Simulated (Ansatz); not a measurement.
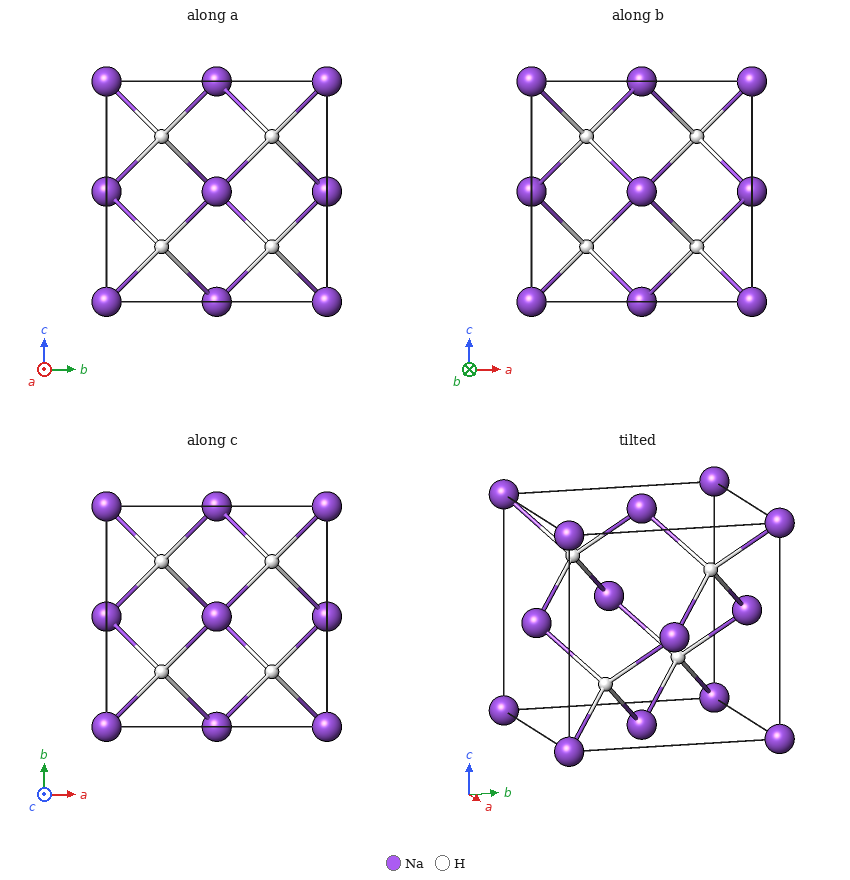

The image is a ball-and-stick drawing of a crystal, viewed along the a axis, along the b axis, along the c axis and slightly off an axis. The frame is the conventional unit cell; atoms at its boundary are shown with their periodic copies.

Lattice parameters: a = 5.279 Å, b = 5.279 Å, c = 5.279 Å, α = 90.00°, β = 90.00°, γ = 90.00°.

Express the structure as a table of Wyckoff sites.

Space group F-43m (No. 216).
```
atom  site       x       y       z
  Na    4a  0.0000  0.0000  0.0000
   H    4d  0.2500  0.2500  0.7500
```

The cell started as a structure type filled with these elements by a generator (whether the compound takes this form wasn't checked). Earlier steps of the study may have refined or changed the cell and positions. It was set up as input for a calculation with Ansatz.
